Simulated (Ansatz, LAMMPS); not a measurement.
# Glassy 57SiO2-27Al2O3-16BaO (mol %) (149 atoms): where an added charge goes: runs compared

Does an extra electron or hole in glassy 57SiO2-27Al2O3-16BaO (mol %) (149 atoms) stay spread out, or do the atoms trap it?

Computed with Ansatz 0.2.0: Kohn-Sham DFT, PBE, PAW (set soft_1), plane waves.

## (1) The cell as built

The cell holds 149 atoms: 25 Si, 24 Al, 7 Ba and 93 O. Its edges and angles: a = 12.979 Å, b = 12.979 Å, c = 12.979 Å, α = 90.0°, β = 90.0°, γ = 90.0°. 149 atoms (25 Si, 24 Al, 7 Ba, 93 O) placed at random at 2.88 g/cm³, melted at 4000 K for 10 ps at fixed volume with the Morse and Coulomb pair potential with partial charges (Pedone, Malavasi, Menziani, Cormack and Segre, J. Phys. Chem. B 110, 11780 (2006)). Quenched from 4000 K to 300 K at 25 K/ps and fixed volume, held 5 ps.

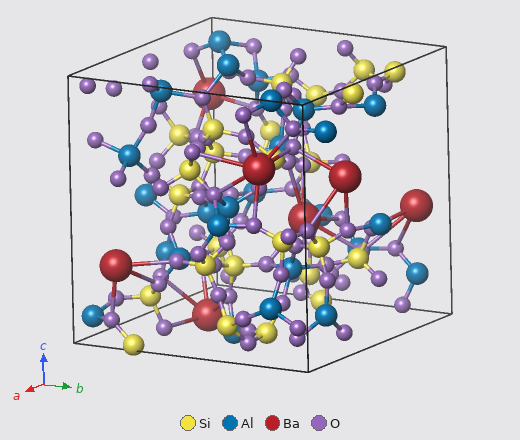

The cell as built. Bonds to atoms that aren't drawn are left out. Some periodic images of atoms are drawn too.

Limits known from the start: The quench rate of 25 K/ps far exceeds what a furnace or splat quench reaches, so expect more defects and frozen-in strain than in a real sample. The starting topology of bonds comes from the classical model, and needn't be the one that DFT or experiment would give. The Brillouin zone is sampled at Γ only, in a cell whose shortest periodic width is 13 Å. No spin–orbit coupling is included, so levels derived from the heavy atoms are approximate.

## (2) The reference run

The reference is a single point at the end of the relaxation.

The charged cells start from the geometry of this run, on a uniform background, with spin and a narrow Fermi–Dirac smearing.

Its input, with most atom lines left out:

```yaml
crystal:
  lattice:
    - [12.9793, 0.0, 0.0]
    - [0.0, 12.9793, 0.0]
    - [0.0, 0.0, 12.9793]
  atoms:
    - { symbol: Si, position: [0.66546, 0.40821, 0.76741] }
    - { symbol: Si, position: [0.92079, 0.84588, 0.48445] }
    - { symbol: Si, position: [0.91052, 0.62013, 0.15033] }
    - { symbol: Si, position: [0.85634, 0.48508, 0.3219] }
    - { symbol: Si, position: [0.17978, 0.51499, 0.55215] }
    - { symbol: Si, position: [0.41609, 0.55723, 0.8891] }
    - { symbol: Si, position: [0.89924, 0.4411, 0.67592] }
    [... atom lines 8 to 149 left out ...]
kpoints:
  mp_grid: { grid: [1, 1, 1] }
hamiltonian:
  xc: pbe
  pseudopotentials: { kind: paw, azcp: { folder: soft_1 } }
scf:
  occupations: { method: fermi_dirac, width: 0.05 }
output:
  forces: true
  stress: true
  populations: true
  dos:
    method: { smearing: { sigma: 0.08 } }
    de: 0.1
    projected: { site_lists: { Al: [Al], Ba: [Ba], O: [O], Si: [Si] } }
  eigenvalues: true
  write_density: true
  write_potential: true
  volumetric_format: npy
```

```
free energy per atom   : -828.2302 eV/atom
r.m.s. force component : 0.00713 eV/Å
pressure               : 0.1379 GPa
```

Filled and empty levels are parted by 3.89 eV (at Γ alone); a semilocal functional tends to put such gaps too low. In a disordered cell it changes from sample to sample, and tail or defect levels can set it.

## (3) The runs

Each row is one run, on 8 threads of AMD EPYC 7B13 (Zen 3), shared host. The free energy is the program's total, comparable only between runs with the same functional, potentials and atoms; between charge states it hangs on the program's zero of potential.

| run | atoms | outcome | ionic steps, all passes | free energy (eV) | time | host memory (GiB) |
| --- | --- | --- | --- | --- | --- | --- |
| Single point at the start | 149 | converged | - | -123394.128 | 19 s | 3.4 |
| Relaxation | 149 | converged | 27 | -123406.307 | 5 min | 3.4 |
| Single point at the relaxed geometry | 149 | converged | - | -123406.307 | 37 s | 3.4 |
| An extra electron, atoms held | 149 | converged | - | -123399.060 | 66 s | 5.9 |
| An extra electron, atoms relaxed | 149 | converged | 4 | -123399.070 | 2.2 min | 5.7 |
| An extra electron, levels at the relaxed geometry | 149 | converged | - | -123399.070 | 66 s | 5.9 |
| Neutral at the geometry of the electron | 149 | converged | - | -123406.298 | 31 s | 3.4 |
| An extra hole, atoms held | 149 | converged | - | -123409.475 | 2 min | 5.9 |
| An extra hole, atoms relaxed | 149 | converged | 11 | -123409.589 | 8.1 min | 5.7 |
| An extra hole, levels at the relaxed geometry | 149 | converged | - | -123409.589 | 97 s | 5.9 |
| Neutral at the geometry of the hole | 149 | converged | - | -123406.119 | 30 s | 3.4 |

In some runs the program notes that the exchange-correlation potential is rough where the density is thin and starting moments were not kept.

The surroundings of O141, which holds the most spin of the extra hole after relaxation, nearest first, numbered as they follow in the input and with coordinates relative to it.

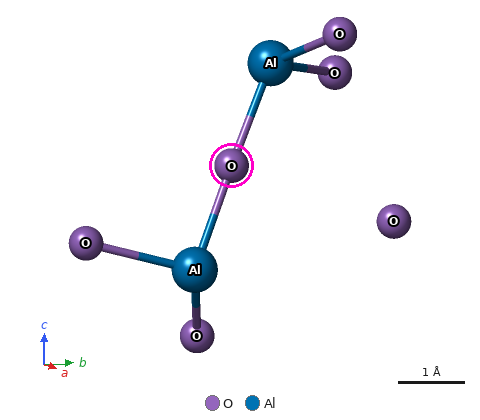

The atoms of the table, within 2.9 Å (arrows a, b, c point along x, y, z); some may hide others; the central atom is ringed.

| atom | x | y | z | distance (Å) | Löwdin charge (e) | moment (μB) |
| --- | --- | --- | --- | --- | --- | --- |
| O141 | 0.00 | 0.00 | 0.00 | 0.00 | -0.80 | 0.15 |
| Al27 | -0.39 | 0.76 | 1.51 | 1.73 | 1.36 | 0.00 |
| Al28 | 0.40 | -0.72 | -1.54 | 1.74 | 1.30 | 0.00 |
| O138 | 0.27 | -2.43 | -1.08 | 2.67 | -0.96 | 0.04 |
| O77 | 1.11 | 1.38 | 2.11 | 2.75 | -0.80 | 0.00 |
| O76 | -0.04 | 2.63 | -0.97 | 2.80 | -0.73 | 0.01 |
| O142 | -0.82 | -0.29 | -2.71 | 2.85 | -0.81 | 0.00 |
| O58 | -1.55 | 2.17 | 1.17 | 2.92 | -0.78 | 0.00 |

## (4) Energies and spread of the extra charge

Energies are differences within one cell and functional; the shift is the gain plus the neutral cell's energy at the new geometry, that is how much cheaper the vertical process becomes there. The spread is the participation number of the site moments (1/Σw², over the spin inside atomic spheres), with the atom that holds the largest share and the spin that the spheres hold in all.

| carrier | charged less neutral, atoms held (eV) | gain on relaxing (eV) | neutral cell at that geometry, less the reference (eV) | shift of the vertical energy (eV) | spread, atoms held | spread, relaxed |
| --- | --- | --- | --- | --- | --- | --- |
| electron | 7.247 | 0.010 | 0.009 | 0.019 | - | - |
| hole | -3.168 | 0.114 | 0.188 | 0.302 | 22; O141 11 % of 0.78 μB | 10; O141 19 % of 0.79 μB |

## (5) Outcome

The extra electron gains 0.010 eV as the atoms relax: so small a gain shows no trapping at this level. The cell with the electron keeps a moment of only 0.00 μB where one unpaired electron should give 1 μB: the carrier is shared between both spins, which can hide trapping. The extra hole gains 0.11 eV as the atoms relax, and its spin goes from about 22 to 10 atoms: a partial localisation as the atoms move, with the largest share on O141. The O141–O138 distance goes from 2.76 to 2.67 Å. The hole is shared among 3 partly filled levels, as near-degenerate levels under the smearing give, and as self-interaction favours. Adding the two vertical energies gives 4.08 eV, against a gap of 3.89 eV in the neutral cell. The zero of the potential cancels in this sum; the excess isn't taken apart here: charging of a small cell, filling of bands on a coarse mesh and the attraction to the background can all enter.

Caveats: Single energies of charged cells hang on the program's zero of potential. In the spin-polarised runs the search for a state of lower energy was switched off. No distortion was seeded, so a trapped state behind a barrier can't be found. Local and semilocal functionals favour spread-out charges, so trapping can be missed. Charged cells carry a uniform background, with no correction for images.

The DFT runs together took 23 min of wall time.

[Logs are printed without paths, hosts, clocks, repeated set-up lines and the standing remarks that a program may print on its own settings, such as how far it seeks lower states.]

[Hosts, paths, dates, database ids (printed as entryN), source tags and the programs' standing remarks are cut or masked in the printed files.]
